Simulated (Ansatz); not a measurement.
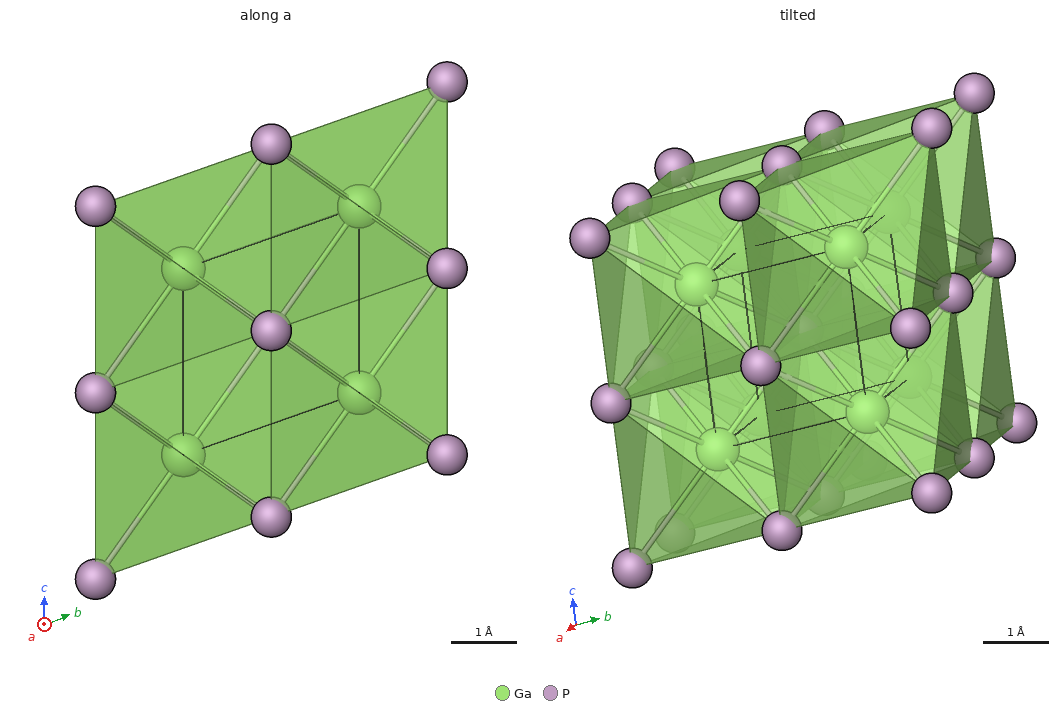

Polyhedral representation of a periodic structure, projected along the a axis and slightly off an axis. The lines enclose the simulation cell; boundary atoms appear with their images. Some neighbours outside the box are added.

The program read this input:
```yaml
crystal:
  lattice:
    - [0.0, 2.3580122323, 2.3580122323]
    - [2.3580122323, 0.0, 2.3580122323]
    - [2.3580122323, 2.3580122323, 0.0]
  atoms:
    - { symbol: Ga, position: [0.0, 0.0, 0.0] }
    - { symbol: P, position: [0.5, 0.5, 0.5] }
basis:
  ecutwfc: 420
kpoints:
  mp_grid: { grid: [16, 16, 16] }
hamiltonian:
  xc: pbe
scf:
  occupations: { method: gaussian, width: 0.1 }
output:
  forces: true
  stress: true
  eigenvalues: true
```
Run as:
```sh
ansatz run input.yaml --threads 1 --pin off --max-ram 1331MiB --backend cpu --events-out ev --progress --plain --runs-dir out
```

The calculation used DFT PBE, scalar-relativistic, plane waves, PAW (Ansatz), with E_cut = 420 eV, k-points on a 16×16×16 grid, Gaussian smearing of 0.1 eV, no spin polarisation.

Classify it as metallic or gapped, with the value.

A metal: bands cross the Fermi level.

Would the cell expand or shrink if it could?

The computed pressure is 43.6 GPa (compressed: it would expand).

Starting structure: a structure listed in the Materials Project, with elements exchanged, so it need not be a known form of the compound. The cell was then strained or its atoms displaced on purpose. It was the input of a calculation with Ansatz.

At this level of theory the cell isn't at rest (compressed, at 44 GPa), so its distances can differ from those at equilibrium, the more so the softer the solid.
